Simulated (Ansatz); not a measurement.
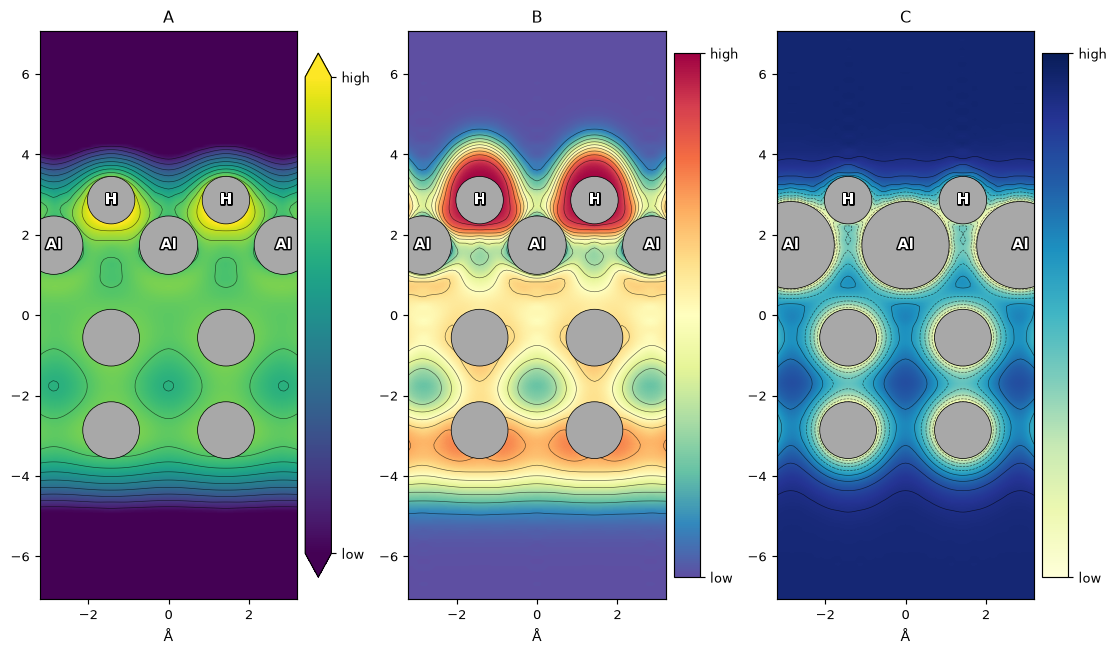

Al$_{3}$H (slab): 3 fields on the (100) plane of the calculation cell, a cut from vacuum to vacuum, with unlabelled colour scales. Grey discs cover the atomic cores.

PAW files of the earlier set (soft_1).

These are results of Ansatz 0.2.0, DFT PBE, scalar-relativistic, plane waves, PAW, not measurements.

> The panels show electron localisation function, electrostatic potential energy of an electron and valence pseudo-density in some order. Assign them.

Panel A: valence pseudo-density. Panel B: electron localisation function. Panel C: electrostatic potential energy of an electron (low next to the atoms, rising into the space between them). From the grid: Al–H (1.82 Å): ρ is about 0.31 e/Å³ halfway; the ELF climbs to about 1 towards the hydrogen. Al–Al (2.86 Å): the density is about 0.2 e/Å³ at the midpoint; the ELF is about 0.35 at the midpoint.
